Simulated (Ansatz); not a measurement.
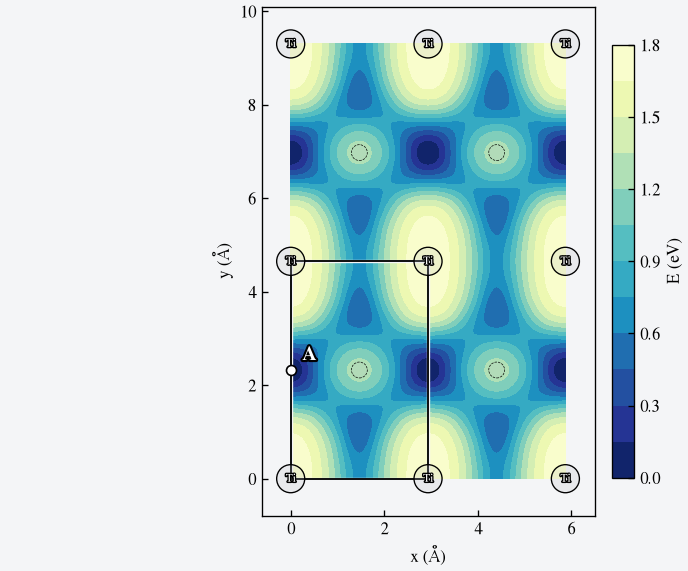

S on a Ti(100) slab cut from the P6_3/mmc phase, its upper half relaxed before the scan (12 atoms of substrate and one adsorbate in a 2 × 1 cell). S is moved over the surface cell; relaxed at each place: the height of the adsorbate's atoms; substrate rigid; the origin of the map has the adsorbate above Ti11. Places are given modulo a cell vector. The map is drawn in real space over the plane of the surface. The grid has 6 × 6 points; 16 points were computed and 20 follow by symmetry. Places are given in fractions of the 1 × 1 surface cell. All energies are given in eV relative to the lowest grid point. All numbers below come from DFT PBE, scalar-relativistic, plane waves, PAW (Ansatz). Settings: cutoff 420 eV, k-mesh 5×6×1, gaussian smearing 0.1 eV, no spin polarisation.

Drawn: filled contours, labelled circles for the atoms of the top layer and small ones for the second layer, the outline of one cell of the 2 × 2 shown, the point A. Between grid points the surface is interpolated.

Question: What is the easiest way out of the well at A, and how high is the barrier?

Answer: The easiest path leads from the well at the trough between two rows of top atoms, (0/6, 3/6) of the cell vectors to the well at about (0.50, 0.22) of the cell vectors, about 0.45 eV higher. Its highest point lies about 0.76 eV above the bottom of the first well on the interpolated surface, at about (0.30, 0.35) of the cell vectors. Seen from the upper well the barrier is about 0.31 eV. This is the barrier on the constrained surface; relaxing the other coordinates would change it.

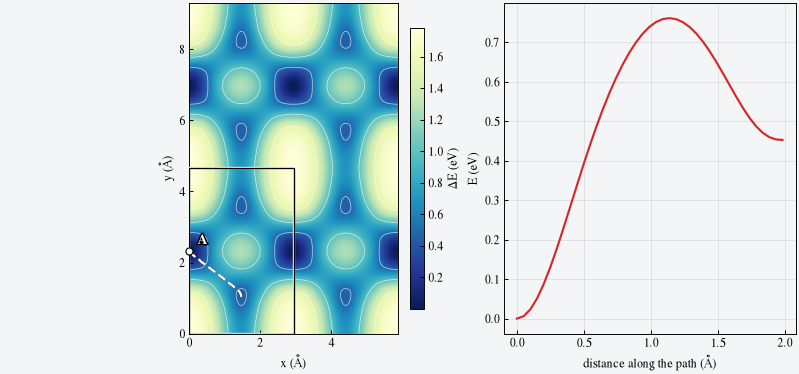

In the figure: a smooth colour map with a few white contour lines, a line along the lowest path, the outline of one cell of the 2 × 2 shown, the energy along the path at the right. Between grid points the surface is interpolated.

PAW datasets: the set soft_1.
